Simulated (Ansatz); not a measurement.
The coordinates of a crystal:

```yaml
crystal:
  lattice:
    - [3.33762, -3.33762, 0.00000]
    - [3.33762, 3.33762, 0.00000]
    - [0.00000, 0.00000, 4.72525]
  atoms:
    - { symbol: In, position: [0.00000, 0.00000, 0.00000] }
    - { symbol: In, position: [0.50000, 0.00000, 0.50000] }
    - { symbol: In, position: [0.50000, 0.50000, 0.00000] }
    - { symbol: In, position: [0.00000, 0.50000, 0.50000] }
```

Question: What does this file describe?

Answer: The element is indium. Within 0.01 Å the space group is Fm-3m (No. 225), face-centred cubic: face-centred cubic (Cu type). The cell holds four atoms. Each In atom has twelve In in a cuboctahedral arrangement at 3.34 Å around it. The bonds build a three-dimensional framework.

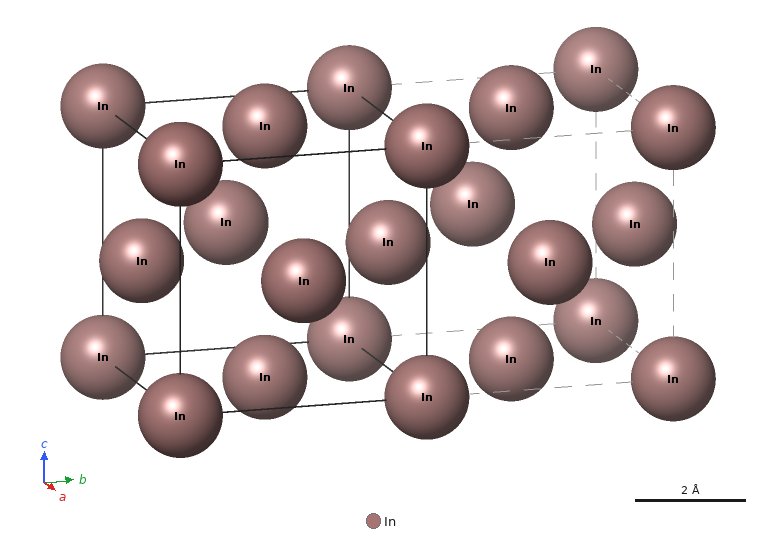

The crystal in a spheres-only representation, seen slightly off an axis. The picture spans 1×2×1 cells, one drawn cell (a repeat of the simulation cell) being drawn with solid lines. Colours: indium brown.

Its origin is a structure listed in the Materials Project. The final geometry of a relaxation with DFT r2SCAN, scalar-relativistic, plane waves, PAW (Ansatz) is shown.
